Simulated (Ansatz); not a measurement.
System: TePb.

Space group Fm-3m; the calculation finds a residual pressure of about 2 GPa at this fixed cell.

```cif
data_structure
_symmetry_space_group_name_H-M 'P 1'
_symmetry_Int_Tables_number 1
_cell_length_a 6.4620
_cell_length_b 6.4620
_cell_length_c 6.4620
_cell_angle_alpha 90.000
_cell_angle_beta 90.000
_cell_angle_gamma 90.000
_cell_volume 269.84
loop_
_atom_site_label
_atom_site_type_symbol
_atom_site_fract_x
_atom_site_fract_y
_atom_site_fract_z
_atom_site_occupancy
Te1 Te 0.50000 0.00000 0.00000 1
Te2 Te 0.00000 0.50000 0.00000 1
Te3 Te 0.00000 0.00000 0.50000 1
Te4 Te 0.50000 0.50000 0.50000 1
Pb1 Pb 0.00000 0.00000 0.00000 1
Pb2 Pb 0.50000 0.50000 0.00000 1
Pb3 Pb 0.50000 0.00000 0.50000 1
Pb4 Pb 0.00000 0.50000 0.50000 1
```

The calculation used DFT PBE, scalar-relativistic, plane waves, PAW (Ansatz 0.2.0).

**What will a map of ρ − Σ ρ(atoms) show?**

Pb–Te (3.23 Å): Δρ is +0.03 e/Å³ at the midpoint. Over the whole cell, outside the masked cores, the largest gain, 0.04 e/Å³, lies 1.2 Å from a tellurium nucleus, and the largest loss, 0.02 e/Å³, lies 1.3 Å from a lead nucleus. The rearranged charge, half the integral of |Δρ|, is about 0.16 e an atom. Bader charges: Te −0.69 and Pb +0.69 e.

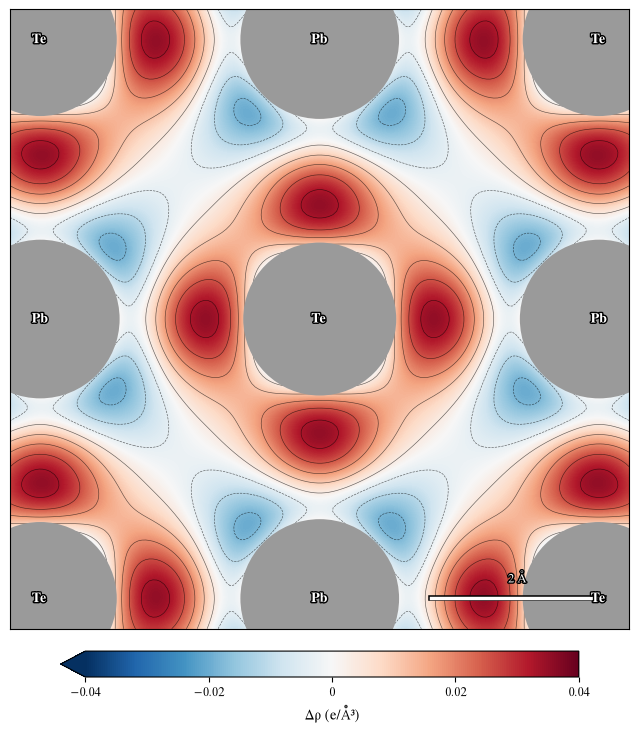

Computed deformation density: a map on the (100) plane of the conventional cell, with grey discs over the atomic cores.

Cores are masked to 0.9 Å (Te) and 0.9 Å (Pb).

In a PAW calculation such maps are meaningful between the atoms, not at the nuclei.
